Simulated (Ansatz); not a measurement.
**MoS₂: 7 runs along one coordinate**

System: MoS₂ (3 atoms in the cell).
Method: Kohn-Sham DFT of a periodic cell, LDA, all-electron LAPW, scalar-relativistic, no spin polarisation (Ansatz 0.2.0).

The 7 runs differ only in the geometry, by an even scaling of the cell at fixed fractional positions. The structure derives from an entry of the Crystallography Open Database.

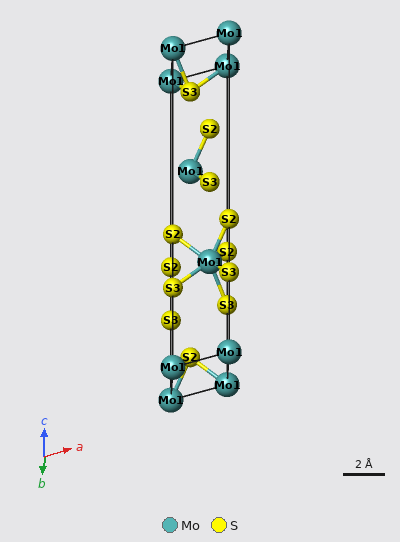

Figure 1. The structure of run 4 (ball-and-stick view of the cell 3 times as large as that of the calculation, set on its symmetry axes, seen at an oblique angle; atoms are numbered from 1 in the order of the input).

**Input of run 4**
```yaml
crystal:
  lattice:
    - [1.58, 0.9122134253, 6.15]
    - [-1.58, 0.9122134253, 6.15]
    - [0.0, -1.8244268506, 6.15]
  atoms:
    - { symbol: Mo, position: [0.0, 0.0, 0.0] }
    - { symbol: S, position: [0.417, 0.417, 0.417] }
    - { symbol: S, position: [0.25, 0.25, 0.25] }
kpoints:
  mp_grid: { grid: [10, 10, 10] }
scf:
  occupations: { method: fermi_dirac, width: 0.05 }
hamiltonian:
  xc: lda
  pseudopotentials: { kind: all_electron, lapw: { basis_error: 0.002 } }
output:
  forces: true
  stress: true
  eigenvalues: true
```

Command:
```bash
ansatz run input.yaml --threads 2 --pin off --max-ram 6144MiB --backend cpu --events-out ev --progress --plain --runs-dir out
```

Lattice vectors (Å) and fractional positions of run 4:
```
   1.580000    0.912213    6.150000
  -1.580000    0.912213    6.150000
   0.000000   -1.824427    6.150000
Mo  0.000000  0.000000  0.000000
S   0.417000  0.417000  0.417000
S   0.250000  0.250000  0.250000
```

Run 6 differs from it as follows:
```diff
-    - [1.58, 0.9122134253, 6.15]
-    - [-1.58, 0.9122134253, 6.15]
-    - [0.0, -1.8244268506, 6.15]
+    - [1.600791858, 0.9242176101, 6.2309303335]
+    - [-1.600791858, 0.9242176101, 6.2309303335]
+    - [0.0, -1.8484352203, 6.2309303335]
```

**Results, with one run withheld**

```tsv
run	volume per atom (Å³)	free energy per atom, from the lowest run given (meV)	pressure (GPa)	gap on the mesh (eV)
1	16.664	19.89	8.43	0.82
2	17.019	5.75	4.43	0.84
3	17.373	0.00	0.85	0.86
4	17.728	1.76	−2.37	0.88
5	18.083	10.26	−5.25	0.90
6	18.437	?	?	?
7	18.792	44.76	−10.15	0.92
```

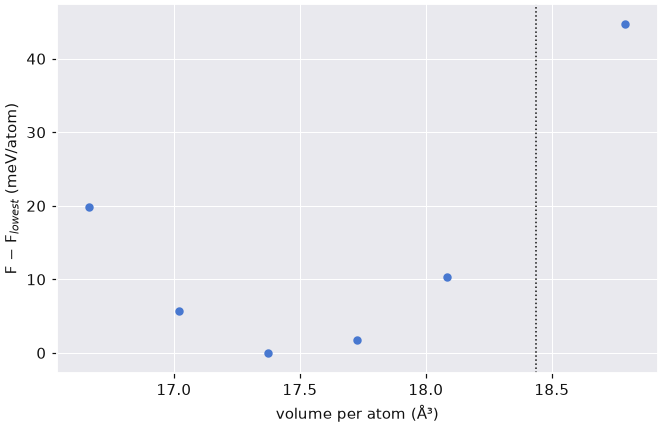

Figure 2. Free energy per atom of the runs given; the dotted line marks run 6.

Estimate the energy of run 6 from the others.

A cubic polynomial in V^(−2/3) (the Birch–Murnaghan form), fitted to the 6 runs given, misses them by under 0.01 meV per atom. With x = V^(−2/3) − 0.14787 Å⁻², it reads F = 0.20737 − 1258.4 x + 8.999e+05 x² + 1.0594e+06 x³ (meV per atom). At run 6 it gives 24.77 meV per atom, and the run itself gives 24.81. The slope of the fit gives a pressure −dF/dV of −7.84 GPa there, and the run prints −7.84 GPa. The fit has its minimum at 17.463 Å³ per atom, where V d²F/dV² gives 162 GPa. Cell shape and fractional positions are held, so this is the stiffness under even scaling; the relaxed bulk modulus wasn't computed and can be far lower in a crystal of layers, chains or molecules like this one. The gap on the mesh goes, without turning, from 0.82 eV in run 1 to 0.92 eV in run 7; run 6 has 0.91 eV. These are gaps of this functional on this mesh, which can miss the band edges; they aren't the measured gap.

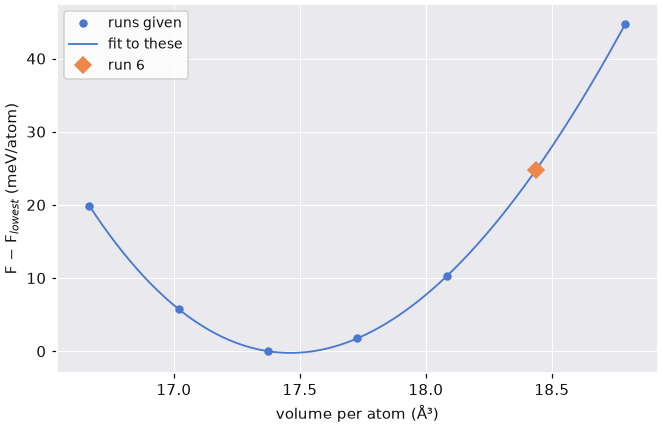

Figure 3. The fit and the withheld run.

**Output, shortened to warnings, some set-up lines, iterations and results (run 6)**
```
Basis set: ecut = 238.8856286155961 eV, 453 PW (Γ), FFT grids on a1−a3, a2−a3, a3, exchange–correlation at level 2
Symmetry: 6 space group operations
k-points: 116 of 1000 (time reversal used)
Initial density: superposition of atomic densities (chi_scale 0.1, normalization cell, long waves kept (reshape's long-wave potential 0.17 eV rms))
[...]
SCF iter   1: F=—  HF=-131729.621122 eV  |F-HF|=—  |Δ(HF+E_count)|=         —  Δρ=6.28e-2  dr2=3.13e0  ethr=5.39e-3  ⟨swp⟩=2.0  Hψ=26838  notcnv=0
SCF iter   2: F=—  HF=-131728.919210 eV  |F-HF|=—  |Δ(HF+E_count)|=   7.02e-1  Δρ=4.18e-2  dr2=3.63e0  ethr=5.39e-3  ⟨swp⟩=3.0  Hψ=12170  notcnv=0
SCF iter   3: F=—  HF=-131728.236444 eV  |F-HF|=—  |Δ(HF+E_count)|=   6.83e-1  Δρ=1.79e-2  dr2=2.38e-1  ethr=4.11e-4  ⟨swp⟩=2.0  Hψ=19002  notcnv=0
SCF iter   4: F=—  HF=-131728.164843 eV  |F-HF|=—  |Δ(HF+E_count)|=         —  Δρ=5.38e-3  dr2=5.20e-2  ethr=4.10e-4  ⟨swp⟩=3.0  Hψ=11752  notcnv=0
SCF iter   5: F=—  HF=-131728.151518 eV  |F-HF|=—  |Δ(HF+E_count)|=   1.33e-2  Δρ=2.47e-3  dr2=7.93e-3  ethr=8.97e-5  ⟨swp⟩=2.0  Hψ=12060  notcnv=0
SCF iter   6: F=—  HF=-131728.150238 eV  |F-HF|=—  |Δ(HF+E_count)|=   1.28e-3  Δρ=1.34e-3  dr2=2.24e-3  ethr=1.37e-5  ⟨swp⟩=2.0  Hψ=11368  notcnv=0
SCF iter   7: F=—  HF=-131728.149689 eV  |F-HF|=—  |Δ(HF+E_count)|=   5.50e-4  Δρ=1.30e-4  dr2=1.56e-5  ethr=3.86e-6  ⟨swp⟩=2.0  Hψ=11368  notcnv=0
SCF iter   8: F=—  HF=-131728.149689 eV  |F-HF|=—  |Δ(HF+E_count)|=   9.51e-7  Δρ=8.13e-5  dr2=9.63e-6  ethr=2.68e-8  ⟨swp⟩=3.0  Hψ=11761  notcnv=0
SCF iter   9: F=—  HF=-131728.149688 eV  |F-HF|=—  |Δ(HF+E_count)|=   1.46e-6  Δρ=3.84e-5  dr2=1.96e-6  ethr=1.66e-8  ⟨swp⟩=2.0  Hψ=11368  notcnv=0
SCF iter  10: F=-131728.149688 eV  HF=-131728.149688 eV  |F-HF|=1.52e-8  |Δ(HF+E_count)|=   4.18e-7  Δρ=6.77e-6  dr2=4.66e-8  ethr=3.38e-9  ⟨swp⟩=2.0  Hψ=11368  notcnv=0
SCF 1 converged in 10 iterations: F = -131728.149688 eV  dr2 = 4.66e-8
SCF converged after 10 iterations
Free energy (F): -131728.149688 eV
Harris-Foulkes:  -131728.149688 eV  (|F-HF|=1.52e-8)
Internal energy: -131728.149686 eV  (E = F + TS)
E sigma→0 (E₀):  -131728.149687 eV
Entropy (-TS):   -0.000002 eV (-0.001 meV/atom)
Fermi energy:    11.870311 eV
--- Per-component energies (eV) ---
  E_band       = -6839.528673
  E_kinetic    = 135759.311319
  E_xc         = -4585.190576
  E_electrostatic = -262902.270429  (all electrons and nuclei)
  E_smearing   = -0.000002  (= −TS)
  E_closure    = 0.000000  (closes the sum)
  E_atoms      = -131703.743104  (free atoms, spherical and without spin; not in F)
  Σ components = -131728.149688   (vs F -131728.149688, Δ=0.00e0)
  Basis errors (estimates in eV, not in F): energy 9.1e-4 per atom: plane waves 8.1e-4 (4.8e-4 summed), levels above the bands 5.6e-61, relativity 5.0e-9, radial functions 9.9e-5, core shells 2.4e-7; eigenvalues (radial functions only) 2.6e-6; not estimated: angular momenta, meshes, grids; target …
--- Forces (eV/Å), atoms counted from 1 ---
  atom   1  Mo     0.00000000    -0.00000000     0.07615412
  atom   2  S     -0.00000000     0.00000000    -0.61706520
  atom   3  S      0.00000000    -0.00000000     0.54087393
  max |Σ_I F_I| component: 3.71e-5 eV/Å
--- Stress (GPa, compression-positive) ---
       -8.442626       0.000000       0.000000
        0.000000      -8.442626      -0.000000
        0.000000      -0.000000      -6.622285
  P = ⅓ Tr σ = -7.8358 GPa (-78.358 kbar)
```
